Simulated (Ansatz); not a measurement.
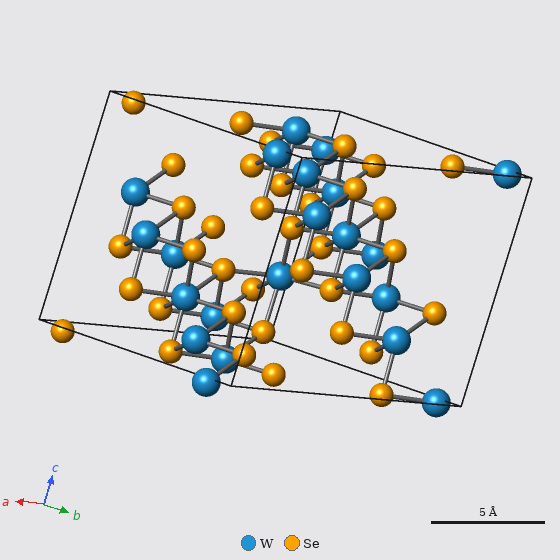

The structure above is drawn in ball-and-stick style and viewed from a general direction. The edges of the supercell are marked. The host is WSe₂, in a cell of 48 sites, and the cell is neutral.

**Spot the defect.**

An interstitial tungsten atom. It is bonded to six Se in a distorted trigonal prismatic arrangement at about 2.6 Å. Not all metal-metal contacts are counted.

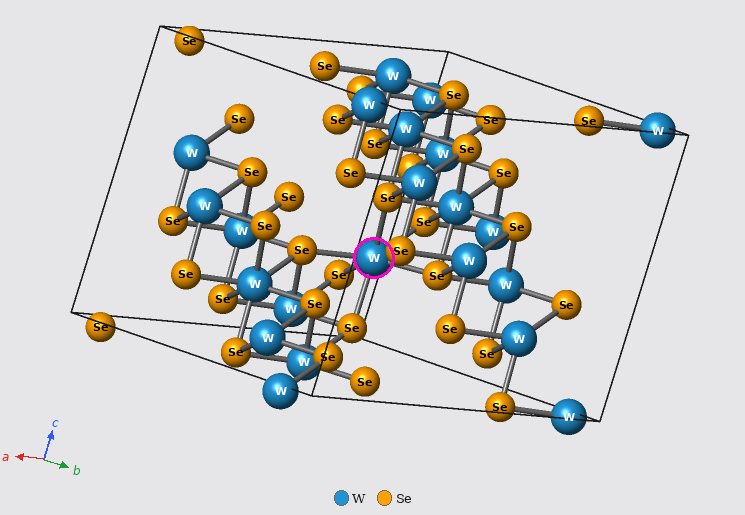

The same cell with a ring at the defect's site.

Provenance: a structure listed in the Materials Project, repeated into a supercell with a point defect put in. Earlier steps of the study, as a rule a relaxation of our own, may have changed the cell and positions, so they can lie some per cent off the listed ones. It was set up as input for a calculation with Ansatz.
